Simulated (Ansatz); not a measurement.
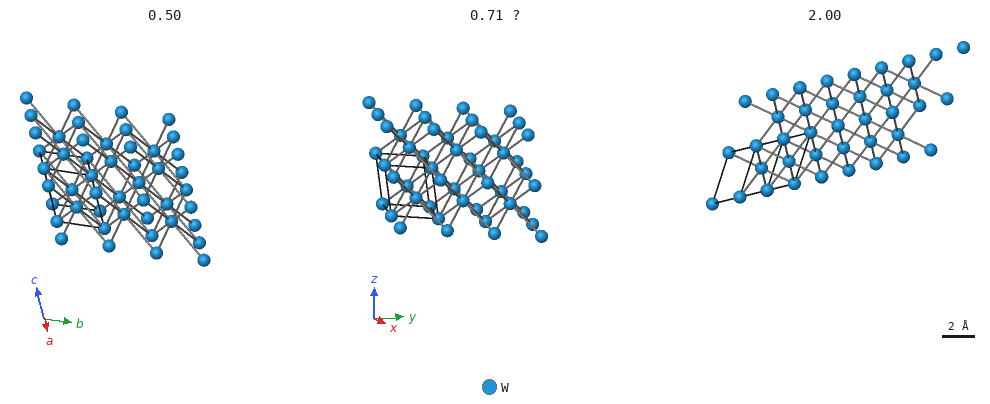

Energy scan for crystalline W (Im-3m), in which the ratio of the cell's length along [111] to its lengths across, counted as 1 for the reference, is changed at fixed volume (a trigonal path), with the atoms kept at their fractional coordinates. x, y and z are the Cartesian axes of the input. A ball-and-stick model of the conventional cell (2 times the calculation's cell), repeated 2 × 3 × 2 with one cell outlined, seen slightly off an axis. Lengths and directions refer to the drawn axes.

These are results of DFT PBE, scalar-relativistic, plane waves, PAW (Ansatz), not measurements. Set-up: plane-wave cutoff 420 eV; k-point mesh 24 × 24 × 24; occupations gaussian; smearing width 0.15 eV; no spin polarisation. Energies (free energies at the smearing named) are counted from the cell as listed in its source, which wasn't relaxed.

| axial ratio over its reference value | ΔE (meV/atom) |
| --- | --- |
| 0.50 | 12117 |
| 0.60 | 4932 |
| 0.71 | ? |
| 0.85 | 325 |
| 0.93 | 56 |
| 1.00 | 0 |
| 1.08 | 50 |
| 1.20 | 252 |
| 1.41 | 788 |
| 1.70 | 1403 |
| 2.00 | 1629 |

Q: One row is withheld. What is its energy?

A: A straight line between the two neighbours gives 2905 meV/atom. A cubic through the four nearest rows (0.50, 0.60, 0.85, 0.93) gives, with Lagrange weights, (−0.2251)(12117) + (0.7840)(4932) + (0.7260)(325) + (−0.2849)(56) = 1359 meV/atom. The calculation gives 1801 meV/atom, so the cubic is 442 meV/atom too low and the straight line 1104 meV/atom too high, as the curve bends upwards here.

The whole profile:

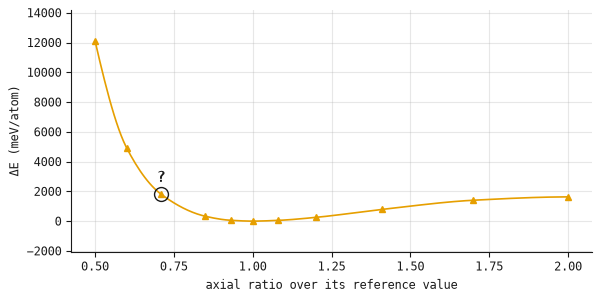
